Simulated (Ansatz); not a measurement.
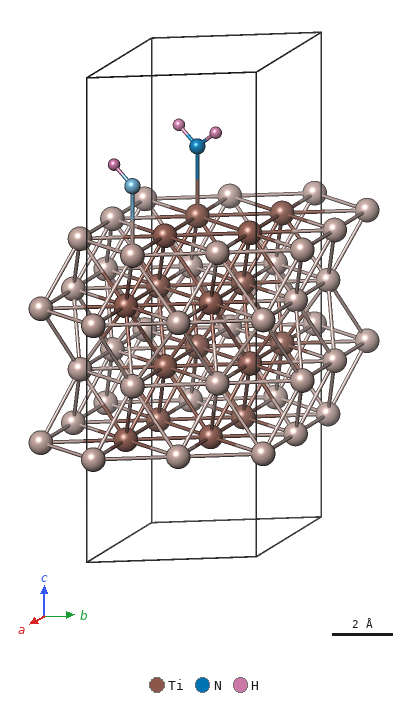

Fig. 1: The input geometry (ball-and-stick view of the cell of the calculation, with the vacuum cut short, seen slightly off an axis; neighbours outside the cell are drawn fainter). An atom can appear more than once, as a periodic image.

## Run report: Ti$_{16}$H$_{2}$N, geometry relaxation (part 1 of 5)

The run: geometry relaxation of Ti$_{16}$H$_{2}$N (slab, 19 atoms in the cell). Method and program: DFT PBE+D3(BJ), scalar-relativistic, plane waves, PAW, spin-polarised (Ansatz 0.2.0).

The structure derives from an entry of the Crystallography Open Database. The input holds or restrains some coordinates. Forces given for the steps count only the free coordinates. It belongs to a series of runs on one base structure; here: 1 NH2 a cell, anchor, over a top Ti site.

Input file:
```yaml
crystal:
  lattice:
    - [5.7729299511, 0.0, 0.0]
    - [-2.8864649755, 4.9995039919, 0.0]
    - [0.0, 0.0, 25.4749747967]
  atoms:
    - { symbol: Ti, position: [0.3333333333, 0.1666666667, 0.3140336767] }
    - { symbol: Ti, position: [0.3333333333, 0.6666666667, 0.3140336767] }
    - { symbol: Ti, position: [0.8333333333, 0.1666666667, 0.3140336767] }
    - { symbol: Ti, position: [0.8333333333, 0.6666666667, 0.3140336767] }
    - { symbol: Ti, position: [0.1666666667, 0.3333333333, 0.4038096697] }
    - { symbol: Ti, position: [0.1666666667, 0.8333333333, 0.4038096697] }
    - { symbol: Ti, position: [0.6666666667, 0.3333333333, 0.4038096697] }
    - { symbol: Ti, position: [0.6666666667, 0.8333333333, 0.4038096697] }
    - { symbol: Ti, position: [0.3333333333, 0.1666666667, 0.4969352585] }
    - { symbol: Ti, position: [0.3333333333, 0.6666666667, 0.4969352585] }
    - { symbol: Ti, position: [0.8333333333, 0.1666666667, 0.4969352585] }
    - { symbol: Ti, position: [0.8333333333, 0.6666666667, 0.4969352585] }
    - { symbol: Ti, position: [0.1666666667, 0.3333333333, 0.5823076605] }
    - { symbol: Ti, position: [0.1666666667, 0.8333333333, 0.5823076605] }
    - { symbol: Ti, position: [0.6666666667, 0.3333333333, 0.5823076605] }
    - { symbol: Ti, position: [0.6666666667, 0.8333333333, 0.5823076605] }
    - { symbol: "N", position: [0.1666666667, 0.3333333333, 0.6773028477], spin: 1.0 }
    - { symbol: H, position: [0.2880575142, 0.4881549676, 0.7013990963] }
    - { symbol: H, position: [0.0452758192, 0.1785116991, 0.7013990963] }
basis:
  ecutwfc: 420
kpoints:
  mp_grid: { grid: [4, 4, 1] }
hamiltonian:
  xc: pbe
  dispersion: d3bj
scf:
  occupations: { method: gaussian, width: 0.1 }
output:
  forces: true
  eigenvalues: true
  populations: true
  write_density: true
  write_potential: true
  elf: true
  volumetric_format: npy
magnetization:
  spin_polarized: true
relax:
  adjacent_minimum: "off"
  f_tol: 0.04
  max_steps: 100
  constraints: [{ sites: [0, 1, 2, 3, 4, 5, 6, 7] }]
efield:
  axis: 3
  dipole_correction: true
  ramp_width: 0.04
```

Launch command:
```bash
ansatz run input.yaml --threads 8 --pin off --max-ram 20480MiB --backend cpu --events-out ev --progress --plain --runs-dir out
```

Output:
```
Engine: ansatz 0.2.0, x86_64-unknown-linux-gnu
Pseudopotentials: kind: paw
Pseudopotential: Ti, paw, valence charge 12, recommended cutoff 420 eV (normal), Ti.paw.azcp
Pseudopotential: N, paw, valence charge 5, recommended cutoff 420 eV (normal), N.paw.azcp
Pseudopotential: H, paw, valence charge 1, recommended cutoff 420 eV (normal), H.paw.azcp
Functional definition: PBE
  parameter kappa = 0.804
  parameter beta = 0.06672455060314922
  exchange = pbe_x(kappa = kappa, mu = beta*pi^2/3)
  correlation = pbe_c(beta = beta)
Crystal: 19 atoms, lattice volume = 735.253 Å³
Basis set: ecut = 420 eV, 14473 PW (Γ), exchange–correlation on 80×80×360 points (8 copies of the dense FFT grid, shifted against one another)
Bands: 120, of which v1, the nominal top of the filled ones, is band 100 counted from 1 (99 counted from 0)
Symmetry: 1 space group operations
k-points: 10 of 16 (time reversal used)
Non-local potential: Ti, projectors of the file, l = 0: 3, l = 1: 2, l = 2: 3, l = 3: 1
Non-local potential: N, projectors of the file, l = 0: 2, l = 1: 2, l = 2: 1
Non-local potential: H, projectors of the file, l = 0: 2, l = 1: 1
PAW form: soft (Blöchl's): semilocal exchange-correlation on the pseudo side does not see the compensation charge
PAW one-centre angular grid: Ti, 590 points (default); XC on 64 Gauss nodes
PAW one-centre angular grid: N, 110 points (default); XC on 64 Gauss nodes
PAW one-centre angular grid: H, 110 points (default); XC on 64 Gauss nodes
Initial density: superposition of atomic densities (neutral atoms: chi_scale 0, normalization atom)
Starting moments: Σ|m| = 1 μB on 1 of 19 sites
Initial wavefunctions: pseudopotential atomic-orbital guess
Functional: x = pbe(κ = 0.804, μ = 0.2195149727645171), c = pbe(β = 0.06672455060314922)
```
